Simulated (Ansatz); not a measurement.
System: Si4Ge.

Input

```
crystal:
  lattice:
    - [-4.5047144295, 4.5047144295, 2.8492494267]
    - [4.5047144295, -4.5047144295, 2.8492494267]
    - [4.5047144295, 4.5047144295, -2.8492494267]
  atoms:
    - { symbol: Si, position: [0.3929113308, 0.1965577233, 0.6003850235] }
    - { symbol: Si, position: [0.5425263073, 0.6429113308, 0.6963536076] }
    - { symbol: Si, position: [0.3570886692, 0.0534422767, 0.8996149765] }
    - { symbol: Si, position: [0.9465577233, 0.8461726997, 0.3036463924] }
    - { symbol: Si, position: [0.2074736927, 0.6070886692, 0.8036463924] }
    - { symbol: Si, position: [0.1538273003, 0.4574736927, 0.1003850235] }
    - { symbol: Si, position: [0.8034422767, 0.4038273003, 0.1963536076] }
    - { symbol: Si, position: [0.5961726997, 0.7925263073, 0.3996149765] }
    - { symbol: Ge, position: [0.0, 0.0, 0.0] }
    - { symbol: Ge, position: [0.75, 0.25, 0.5] }
basis:
  ecutwfc: 420
kpoints:
  mp_grid: { grid: [6, 6, 6] }
hamiltonian:
  xc: pbe
scf:
  occupations: { method: gaussian, width: 0.02 }
output:
  forces: true
  stress: true
  eigenvalues: true
  write_density: true
  write_potential: true
  elf: true
  volumetric_format: npy
relax:
  adjacent_minimum: "off"
  f_tol: 0.01
  max_steps: 30
  cell: { stress_tol: 0.1, fix: [volume] }
```

Launched as:

```sh
ansatz run input.yaml --threads 1 --pin off --max-ram 2560MiB --backend cpu --events-out ev --progress --plain --runs-dir out
```

Below, planes, directions and counts refer to the conventional cell (a = 9.01 Å, b = 9.01 Å, c = 5.70 Å, α = 90.00°, β = 90.00°, γ = 90.00°).

The fields are those of the relaxed geometry.

Space group I4₁/a; a generated structure, not necessarily the stable one; changed on purpose from its base cell (volume × 1.10, shape and atoms relaxed); computed pressure about −6 GPa in this cell.

Level of theory: DFT PBE, scalar-relativistic, plane waves, PAW (Ansatz 0.2.0).

Predict the valence pseudo-density and electron localisation function between the atoms.

Answer. Si–Si (2.44 Å): ρ at the midpoint is about 0.51 e/Å³; the ELF peaks at about 0.95 between the atoms (a shared electron pair).
Si–Ge (2.51 Å): ρ is about 0.46 e/Å³ halfway; the ELF peaks at about 0.90 between the atoms; localised, covalent bonding.

Does the calculation give a band gap?

Answer. It is gapped, with a Kohn–Sham gap of 0.83 eV on the k-point mesh (the band edges may lie off the mesh, which would make the gap smaller).

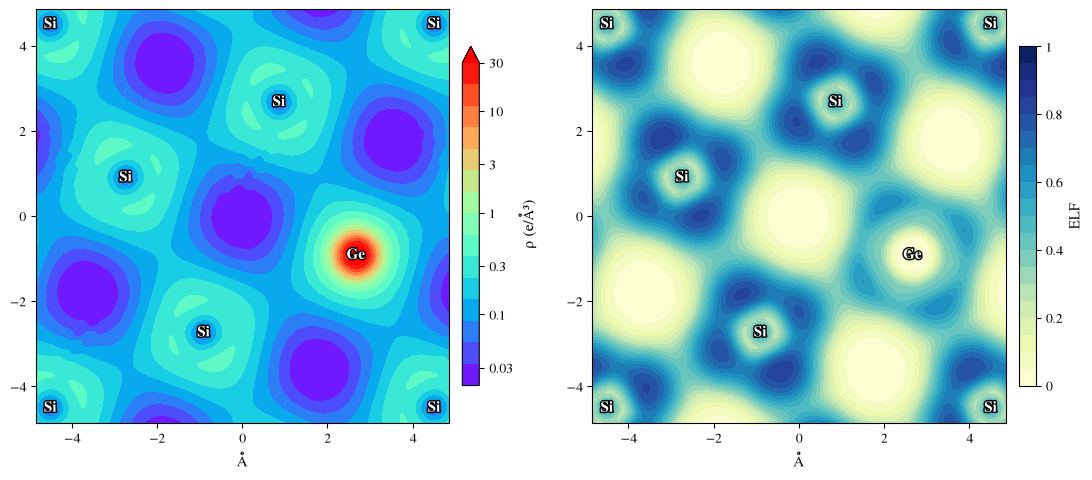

Computed valence pseudo-density and electron localisation function on the (001) plane of the conventional cell, in this order. 

In a PAW calculation such maps are meaningful between the atoms, not at the nuclei.
